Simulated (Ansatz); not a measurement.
# Energy of Ni3Si along an even scaling of the cell

System: Ni3Si (4 atoms in the cell).
Method: Kohn-Sham DFT of a periodic cell, PBEsol, all-electron LAPW, scalar-relativistic, spin-polarised (Ansatz 0.2.0).

The 7 runs differ only in the geometry, by an even scaling of the cell at fixed fractional positions. The structure derives from an entry of the Crystallography Open Database.

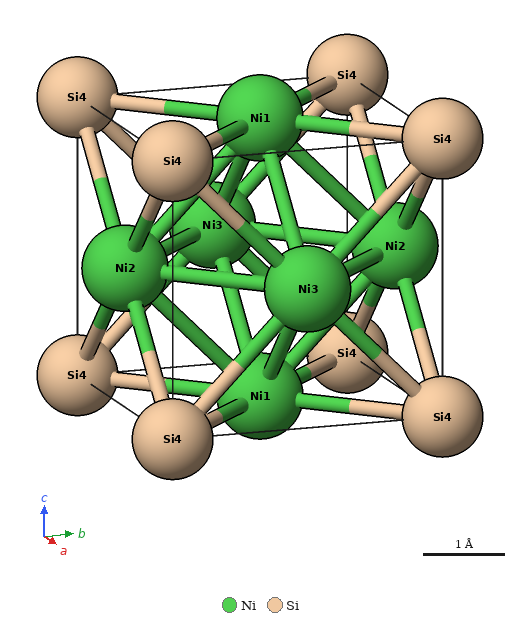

Figure 1. The structure of run 4 (ball-and-stick view of the cell of the calculation, seen slightly off an axis; atoms are numbered from 1 in the order of the input).

## Input of run 4
```yaml
crystal:
  lattice:
    - [3.542, 0.0, 0.0]
    - [0.0, 3.542, 0.0]
    - [0.0, 0.0, 3.542]
  atoms:
    - { symbol: Ni, position: [0.5, 0.5, 0.0], spin: 1.0 }
    - { symbol: Ni, position: [0.5, 0.0, 0.5], spin: 1.0 }
    - { symbol: Ni, position: [0.0, 0.5, 0.5], spin: 1.0 }
    - { symbol: Si, position: [0.0, 0.0, 0.0] }
kpoints:
  mp_grid: { grid: [8, 8, 8] }
scf:
  occupations: { method: fermi_dirac, width: 0.05 }
hamiltonian:
  xc: pbesol
  pseudopotentials: { kind: all_electron, lapw: { basis_error: 0.002 } }
magnetization:
  spin_polarized: true
output:
  forces: true
  stress: true
  eigenvalues: true
```

Command:
```bash
ansatz run input.yaml --threads 4 --pin off --max-ram 12288MiB --backend cpu --events-out ev --progress --plain --runs-dir out
```

Run 2 differs from it as follows:
```diff
-    - [3.542, 0.0, 0.0]
-    - [0.0, 3.542, 0.0]
-    - [0.0, 0.0, 3.542]
+    - [3.4941292669, 0.0, 0.0]
+    - [0.0, 3.4941292669, 0.0]
+    - [0.0, 0.0, 3.4941292669]
```

## Results, with one run withheld

```csv
run,volume per atom (Å³),"free energy per atom, from the lowest run given (meV)",pressure (GPa)
1,10.443,0.00,−1.77
2,10.665,?,?
3,10.887,17.56,−10.52
4,11.109,34.71,−14.14
5,11.331,56.60,−17.34
6,11.554,82.65,−20.16
7,11.776,112.37,−22.64
```

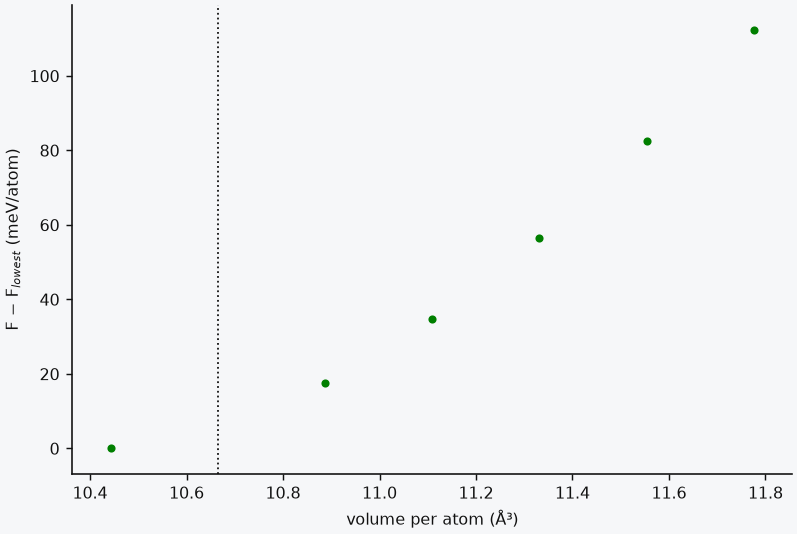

Figure 2. Free energy per atom of the runs given; the dotted line marks run 2.

Fit the runs given and predict run 2.

A cubic polynomial in V^(−2/3) (the Birch–Murnaghan form), fitted to the 6 runs given, misses them by at most 0.04 meV per atom. With x = V^(−2/3) − 0.20014 Å⁻², it reads F = 40.142 − 7856.7 x + 3.721e+05 x² + 7.9075e+05 x³ (meV per atom). At run 2 it gives 5.76 meV per atom, and the run itself gives 5.75. The slope of the fit gives a pressure −dF/dV of −6.43 GPa there, and the run prints −6.41 GPa. The fit has no minimum inside this range.

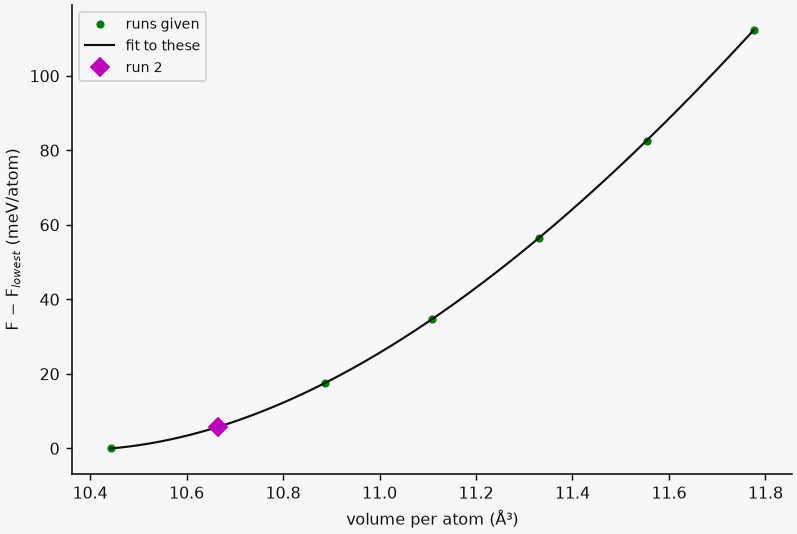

Figure 3. The fit and the withheld run.

## Output, shortened to warnings, some set-up lines, iterations and results (run 2)
```
WARN: the starting moments were not kept: the SCF closed with an absolute magnetisation of 5.5e-6 μB, where they sum to 3 μB in size (3 sites). That is at most 0.1 of that sum. Measured as dr2_m measures the in/out step, that magnetisation stands 1.4e-12 eV from none, at or under the dr2_threshold of 1.0e-7 eV: it is no larger than a step whose dr2_m would equal this threshold. The system may …
Basis set: ecut = 292.01662321605875 eV, 461 PW (Γ), exchange–correlation at level 2
Symmetry: 48 space group operations
k-points: 35 of 512
Initial density: superposition of atomic densities (chi_scale 0.1, normalization cell)
[...]
SCF iter   1: F=—  HF=-131925.032678 eV  |F-HF|=—  |Δ(HF+E_count)|=         —  Δρ=4.99e-2 (↑3.63e-2 ↓4.99e-2)  dr2=8.31e-1  dr2_m=6.51e-1  M=0.218 μB ∫|m|=0.428 μB  β_m=0.30  …
SCF iter   2: F=—  HF=-131924.746010 eV  |F-HF|=—  |Δ(HF+E_count)|=   2.87e-1  Δρ=3.45e-2 (↑2.64e-2 ↓3.45e-2)  dr2=3.73e-1  dr2_m=3.28e-1  M=0.199 μB ∫|m|=0.375 μB  β_m=0.64  …
SCF iter   3: F=—  HF=-131925.061972 eV  |F-HF|=—  |Δ(HF+E_count)|=   3.16e-1  Δρ=1.33e-2 (↑8.72e-3 ↓1.33e-2)  dr2=3.35e-1  dr2_m=4.30e-3  M=0.056 μB ∫|m|=0.133 μB  β_m=0.47  …
SCF iter   4: F=—  HF=-131924.431963 eV  |F-HF|=—  |Δ(HF+E_count)|=   6.30e-1  Δρ=1.96e-3 (↑1.80e-3 ↓1.96e-3)  dr2=7.95e-3  dr2_m=1.40e-4  M=0.063 μB ∫|m|=0.125 μB  β_m=0.74  …
SCF iter   5: F=—  HF=-131924.435721 eV  |F-HF|=—  |Δ(HF+E_count)|=         —  Δρ=1.12e-3 (↑9.29e-4 ↓1.12e-3)  dr2=3.36e-3  dr2_m=3.50e-5  M=0.030 μB ∫|m|=0.060 μB  β_m=0.87  …
SCF iter   6: F=—  HF=-131924.435368 eV  |F-HF|=—  |Δ(HF+E_count)|=   3.53e-4  Δρ=4.95e-4 (↑3.54e-4 ↓4.95e-4)  dr2=7.01e-4  dr2_m=5.74e-6  M=0.009 μB ∫|m|=0.018 μB  β_m=0.89  …
SCF iter   7: F=—  HF=-131924.435201 eV  |F-HF|=—  |Δ(HF+E_count)|=   1.67e-4  Δρ=7.11e-5 (↑7.11e-5 ↓6.91e-5)  dr2=1.84e-5  dr2_m=1.38e-8  M=0.000 μB ∫|m|=0.000 μB  β_m=0.83  …
SCF iter   8: F=—  HF=-131924.435192 eV  |F-HF|=—  |Δ(HF+E_count)|=   8.77e-6  Δρ=2.22e-5 (↑2.22e-5 ↓2.19e-5)  dr2=7.03e-7  dr2_m=1.97e-8  M=-0.001 μB ∫|m|=0.001 μB  β_m=0.92 …
SCF iter   9: F=—  HF=-131924.435192 eV  |F-HF|=—  |Δ(HF+E_count)|=   3.73e-9  Δρ=5.75e-6 (↑5.29e-6 ↓5.75e-6)  dr2=2.01e-8  dr2_m=7.01e-9  M=-0.000 μB ∫|m|=0.000 μB  β_m=0.96 …
SCF iter  10: F=—  HF=-131924.435192 eV  |F-HF|=—  |Δ(HF+E_count)|=  5.82e-10  Δρ=1.70e-6 (↑1.30e-6 ↓1.70e-6)  dr2=6.49e-10  dr2_m=6.70e-10  M=-0.000 μB ∫|m|=0.000 μB  …
SCF iter  11: F=—  HF=-131924.435192 eV  |F-HF|=—  |Δ(HF+E_count)|=  9.60e-10  Δρ=4.98e-7 (↑4.72e-7 ↓4.98e-7)  dr2=2.71e-10  dr2_m=3.80e-12  M=0.000 μB ∫|m|=0.000 μB  …
SCF iter  12: F=-131924.435192 eV  HF=-131924.435192 eV  |F-HF|=8.73e-11  |Δ(HF+E_count)|=  1.16e-10  Δρ=1.06e-7 (↑1.03e-7 ↓1.06e-7)  dr2=1.26e-11  dr2_m=2.08e-13  M=-0.000 …
SCF 1 converged in 12 iterations: F = -131924.435192 eV  dr2 = 1.26e-11
WARN: the starting moments were not kept: the SCF closed with an absolute magnetisation of 5.5e-6 μB, where they sum to 3 μB in size (3 sites). That is at most 0.1 of that sum. Measured as dr2_m measures the in/out step, that magnetisation stands 1.4e-12 eV from none, at or under the dr2_threshold …
SCF converged after 12 iterations
Magnetization: -0.0000 μB (33.0000 up, 33.0000 down)
Absolute magnetization: 0.0000 μB (∫|ρ↑−ρ↓|)
Spin contamination: 0.0000 ħ² per cell (⟨S²⟩ above its minimum at these occupations)
Per-site moments (μB) at R_I (Å): [(-1.2838883698407244e-6, 1.2353612310753643), (-1.2838883698407244e-6, 1.2353612310753643), (-1.2838883698407244e-6, 1.2353612310753643), (2.9811759727493836e-7, 1.2353612310753643)]
Free energy (F): -131924.435192 eV
Harris-Foulkes:  -131924.435192 eV  (|F-HF|=8.73e-11)
Internal energy: -131924.417178 eV  (E = F + TS)
E sigma→0 (E₀):  -131924.426185 eV
Entropy (-TS):   -0.018014 eV (-4.503 meV/atom)
Fermi energy:    18.257227 eV
--- Per-component energies (eV) ---
  E_band       = -1462.729600
  E_kinetic    = 133911.848985
  E_xc         = -5642.908894
  E_electrostatic = -260193.357269  (all electrons and nuclei)
  E_smearing   = -0.018014  (= −TS)
  E_closure    = 0.000000  (closes the sum)
[...]
```

Warnings of the run: some starting moments were not kept.
